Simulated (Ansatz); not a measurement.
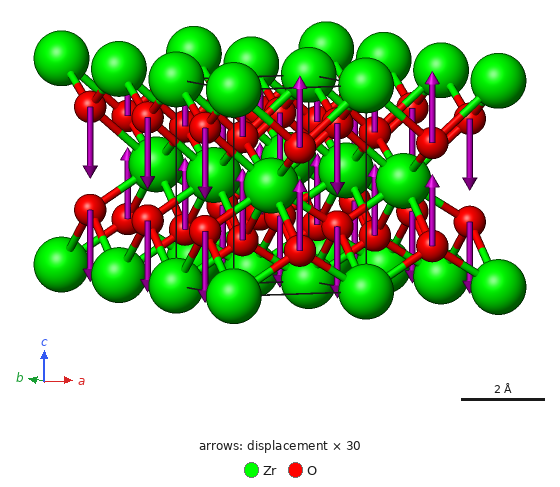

A relaxation of solid ZrO2 (set up in P4_2/nmc). The starting structure is drawn; purple arrows show the displacements (the part carried along by the change of the cell is left out), 30 times their true length.

The picture is a ball-and-stick view of the cell of the calculation, repeated 2 × 3 × 1 with one cell outlined, seen from a free direction.

Case: relaxed at 25 GPa.

All numbers below come from DFT r2SCAN, scalar-relativistic, plane waves, PAW (Ansatz). Settings: plane-wave cutoff 500 eV; k-point mesh 6 × 6 × 6; occupations gaussian; smearing width 0.02 eV; target pressure 25 GPa; no spin polarisation; cell and atoms relaxed; force threshold 0.008 eV/Å; at most 50 steps.

Q: Describe the change and its energy.

A: After 4 accepted moves (5 points after the start) the energy has fallen by 74.5 meV per cell of the calculation. With the target pressure of 25 GPa, the enthalpy E + pV changes by −29.7 meV per cell of the calculation. The largest force component goes from 0.24 to 0.00098 eV/Å. The pressure goes from 29.27 to 25.00 GPa. The SCF was repeated once at an unchanged geometry on a basis and grid sized afresh for the cell, which shifted the energy by 0.3 meV per cell of the calculation at most. The largest moves relative to the cell, 0.058 Å, are those of O atoms. Zr stays in place. The drawn cell changes as follows: a = b 3.488 → 3.502 Å (+0.4 %), c 5.002 → 4.985 Å (−0.3 %); the volume changes by +0.5 %. Near-neighbour distances that change, for instance: O–Zr 2.035 → 2.070 Å, O–Zr 2.269 → 2.235 Å, Zr–Zr 3.488 → 3.502 Å. Among the angles between lasting bonds that change: Zr–O–Zr 100.4° → 103.2°, Zr–O–Zr 117.9° → 115.5°. The space group stays P4_2/nmc (No. 137). Cost: 68 s on 1 thread of Arm Neoverse V1 (shared host), peak memory 0.5 GiB.
